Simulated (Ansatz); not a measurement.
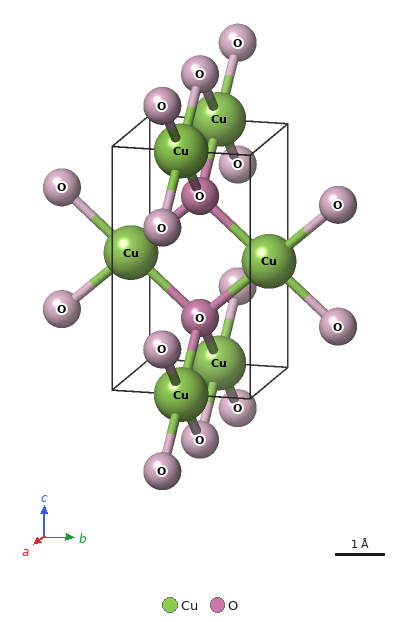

The input geometry (ball-and-stick view of the cell of the calculation, seen slightly off an axis; neighbours outside the cell are drawn fainter). Near neighbours in the crystal (not all of them lie inside the picture): Cu has 4 O at 1.96 Å; O has 4 Cu at 1.96 Å.

**Single-point calculation, with input and output: CuO (part 1 of 2)**

CuO (4 atoms in the cell), computed with DFT PBE+U, scalar-relativistic, plane waves, PAW, Ueff = 4 eV on Cu d (Ansatz 0.2.0).

The structure derives from an entry of the Crystallography Open Database. The run did not end well.

## Input file
```yaml
crystal:
  lattice:
    - [2.0814198443, -2.082418997, 0.1629647992]
    - [2.0814198443, 2.082418997, 0.1629647992]
    - [-0.4035310904, 0.0, 5.1352739957]
  atoms:
    - { symbol: Cu, position: [0.0, 0.5, 0.0], spin: 1.0 }
    - { symbol: Cu, position: [0.5, 0.0, 0.5], spin: 1.0 }
    - { symbol: O, position: [0.5000828534, 0.4999171466, 0.25] }
    - { symbol: O, position: [0.4999171466, 0.5000828534, 0.75] }
basis:
  ecutwfc: 420
kpoints:
  mp_grid: { grid: [14, 14, 8] }
  band_path:
    path:
      - [[0.0, 0.0, 0.0], [-0.49871544, 0.49871544, 0.0]]
      - [[-0.50128456, -0.49871544, 0.0], [-0.5, -0.5, 0.0], [0.0, 0.0, 0.0], [-0.5, -0.5, 0.5], [-0.50134171, -0.49865829, 0.5]]
      - [[-0.49865829, 0.49865829, 0.5], [0.0, 0.0, 0.5], [0.0, 0.0, 0.0]]
      - [[-0.5, 0.0, 0.5], [0.0, 0.0, 0.0], [-0.5, 0.0, 0.0]]
    npoints: 14
hamiltonian:
  xc: pbe
  hubbard: { sites: [{ species: Cu, l: d, u_eff: 4.0 }] }
scf:
  occupations: { method: gaussian, width: 0.1 }
  n_extra_bands: 10
output:
  forces: true
  stress: true
  eigenvalues: true
  populations: true
  dos: { projected: true, de: 0.02, nscf_kmesh: { grid: [21, 21, 12] } }
  bader: true
magnetization:
  spin_polarized: true
```

Launch command:
```bash
ansatz run input.yaml --threads 1 --pin off --max-ram 2560MiB --backend cpu --events-out ev --progress --plain --runs-dir out
```

## The program's output
```
Cu: projections on atomic orbitals take those of the free atom [Ne] 3s2 3p6 3d10 4s1, of charge +0.00 (hamiltonian.pseudopotentials.projection_atoms); the dataset's partial waves leave at most 2.0e-6 of an orbital's norm unspanned inside its sphere
O: projections on atomic orbitals take those of the free atom [He] 2s2 2p4, of charge +0.00 (hamiltonian.pseudopotentials.projection_atoms); the dataset's partial waves leave at most 1.9e-8 of an orbital's norm unspanned inside its sphere
scf.n_extra_bands = 10 over 25 filled bands (N_el = 50.0): the run solves 35 bands
Engine: ansatz 0.2.0, x86_64-unknown-linux-gnu
Pseudopotentials: kind: paw
Pseudopotential: Cu, paw, valence charge 19, recommended cutoff 420 eV (normal), Cu.paw.azcp
Pseudopotential: O, paw, valence charge 6, recommended cutoff 420 eV (normal), O.paw.azcp
Functional definition: PBE
  parameter kappa = 0.804
  parameter beta = 0.06672455060314922
  exchange = pbe_x(kappa = kappa, mu = beta*pi^2/3)
  correlation = pbe_c(beta = beta)
Crystal: 4 atoms, lattice volume = 44.790 Å³
Basis set: ecut = 420 eV, 845 PW (Γ), exchange–correlation on 40×40×72 points (8 copies of the dense FFT grid, shifted against one another)
Bands: 35, of which v1, the nominal top of the filled ones, is band 25 counted from 1 (24 counted from 0)
Symmetry: 4 space group operations
Space group: C2/c (ITA 15), of the structure as read, at distance tolerance 3.6e-5 Å
Magnetic group: BNS 15.85 (UNI 92), of the structure as read, at distance tolerance 3.6e-5 Å
k-points: 429 of 1568
Non-local potential: Cu, projectors of the file, l = 0: 3, l = 1: 2, l = 2: 3, l = 3: 1
Non-local potential: O, projectors of the file, l = 0: 2, l = 1: 2, l = 2: 1
PAW form: soft (Blöchl's): semilocal exchange-correlation on the pseudo side does not see the compensation charge
PAW one-centre angular grid: Cu, 590 points (default); XC on 64 Gauss nodes
PAW one-centre angular grid: O, 110 points (default); XC on 64 Gauss nodes
Initial density: superposition of atomic densities (chi_scale 0.1, normalization cell, long waves kept (reshape's long-wave potential 0.00 eV rms))
Starting moments: Σ|m| = 2 μB on 2 of 4 sites
Initial wavefunctions: pseudopotential atomic-orbital guess
Functional: x = pbe(κ = 0.804, μ = 0.2195149727645171), c = pbe(β = 0.06672455060314922)
iter 1 solved again at ethr=2.28e-3 eV; its pass at ethr=3.10e-3 eV (dr2=1.14e0 eV) is discarded
```
